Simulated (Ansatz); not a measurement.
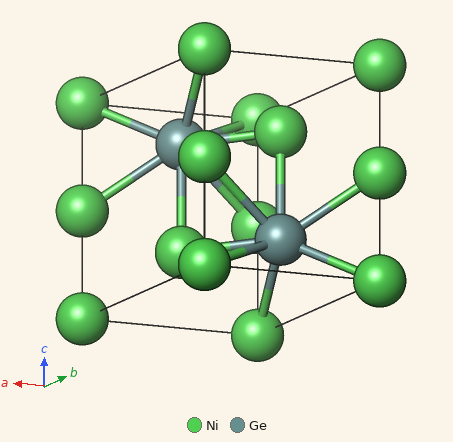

A ball-and-stick picture of a crystal structure, seen from a general direction. The parallelepiped is the simulation cell.

The calculation's input:
```yaml
crystal:
  lattice:
    - [3.6542058112, 0.0, 0.0]
    - [-1.8271029056, 3.1646350632, 0.0]
    - [0.0, 0.0, 4.8134970499]
  atoms:
    - { symbol: Ni, position: [0.6666666667, 0.3333333333, 0.25] }
    - { symbol: Ni, position: [0.3333333333, 0.6666666667, 0.75] }
    - { symbol: Ni, position: [0.0, 0.0, 0.0] }
    - { symbol: Ni, position: [0.0, 0.0, 0.5] }
    - { symbol: Ge, position: [0.6666666667, 0.3333333333, 0.75] }
    - { symbol: Ge, position: [0.3333333333, 0.6666666667, 0.25] }
basis:
  ecutwfc: 420
kpoints:
  mp_grid: { grid: [12, 12, 10] }
hamiltonian:
  xc: pbesol
scf:
  occupations: { method: gaussian, width: 0.15 }
output:
  forces: true
  stress: true
  eigenvalues: true
```
Run as:
```sh
ansatz run input.yaml --threads 2 --pin off --max-ram 5120MiB --backend cpu --events-out ev --progress --plain --runs-dir out
```

Level of theory and settings: DFT PBEsol, scalar-relativistic, plane waves, PAW (Ansatz), E_cut = 420 eV, k-grid 12×12×10, Gaussian smearing of 0.15 eV, no spin polarisation (a spin-restricted run, not always the ground state).

**Is the electronic structure metallic or gapped?**

A metal: bands cross the Fermi level.

**Would the cell expand or shrink if it could?**

The computed pressure is 71.7 GPa (compressed: it would expand). The stress isn't hydrostatic: its largest component is 82.0 GPa.

Starting structure: a structure listed in the Materials Project. The cell was then strained or its atoms displaced on purpose. It was run through Ansatz as a DFT input.

At this level of theory the run's own cell isn't at rest (compressed, at 72 GPa), so its distances can differ from those at equilibrium, the more so the softer the solid.
